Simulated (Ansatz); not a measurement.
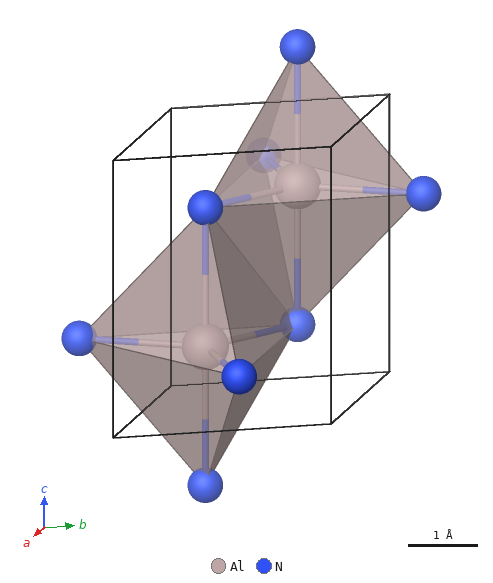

AlN, space group P6₃/mmc (No. 194), a = 3.312 Å, b = 3.312 Å, c = 4.188 Å, α = 90.00°, β = 90.00°, γ = 120.00°. Structure drawing (polyhedral), viewed slightly off an axis. The frame is the conventional unit cell; atoms at its boundary are shown with their periodic copies. Some neighbours outside the box are added. The cell is a structure listed in the Materials Project. Other forms of this composition are known.

One fixed geometry was run with a growing share of exact exchange in a hybrid functional, screened with ω = 0.2 Å⁻¹. Alike in all runs: Ansatz 0.2.0; functional HSE06 form with a typed share of exact exchange; potentials Ansatz PAW; cutoff 420 eV; k mesh 5 × 5 × 4 on the run's cell of 4 atoms; occupations fermi-dirac, width 0.05 eV; no spin polarisation; no spin-orbit coupling.

| share of exact exchange | gap (eV) | pressure (GPa) |
| --- | --- | --- |
| 0.05 | 3.51 | -1.0 |
| 0.10 | 3.76 | -2.2 |
| 0.15 | 4.02 | -3.4 |
| 0.20 | ? | ? |
| 0.25 | 4.54 | -5.8 |
| 0.30 | 4.81 | -6.9 |

> How fast does the gap grow with the share, and what belongs in the row left out?

The line is gap = 3.24 eV + 5.21 eV × share, which gives 4.29 eV at 0.20. The run gave 4.28 eV and a pressure of -4.6 GPa.

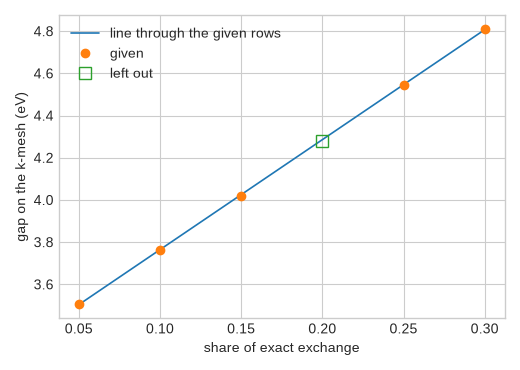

Gap against the share of exact exchange. Gaps are the least found on the k-mesh; a mesh with odd divisions misses some points on the zone boundary, so where the band edges lie there the true gap is smaller.

Caveat: the k mesh is coarse (spacing up to 0.44 Å⁻¹), so the values aren't converged, least of all with exact exchange; the PAW data sets were made with another functional, which shifts forces and pressure a little; the pressure holds a Pulay correction of +0.4 GPa for the finite cutoff.
